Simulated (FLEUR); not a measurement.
System: zincblende GaAs, space group F-43m, 2 atoms in the primitive cell.

Space group F-43m (No. 216). a = 5.654 Å, b = 5.654 Å, c = 5.654 Å, α = 90.00°, β = 90.00°, γ = 90.00°
| atom | site | symmetry | x | y | z |
| --- | --- | --- | --- | --- | --- |
| As | 4c | -43m | 0.2500 | 0.2500 | 0.2500 |
| Ga | 4a | -43m | 0.0000 | 0.0000 | 0.0000 |

FLEUR MaX-R8.1 (later development tree); LDA, all-electron, no spin polarisation, no spin-orbit coupling, 8×8×8 k mesh, Fermi-Dirac smearing of 0.05 eV.

What will the band structure look like? The path is Γ–X–W–K–Γ–L–U–W–L–K|U–X.

A semiconductor. The gap along this path is 0.28 eV and direct: both edges lie at Γ. Three bands meet at the valence-band top at Γ: it is triply degenerate (spin aside). The direct gaps are 4.12 eV at K, 4.12 eV at U and 4.04 eV at X.

Spin-orbit coupling is left out, which matters for As. LDA, GGA and most meta-GGA functionals understate gaps.

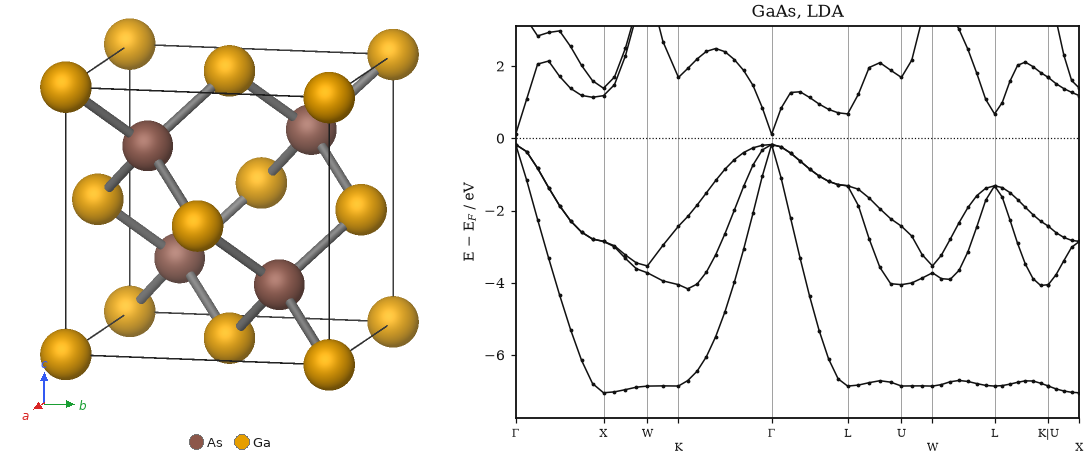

Band structure, beside the structure. Energies are counted from the Fermi level. The path has few k points, so lines between them are rough.
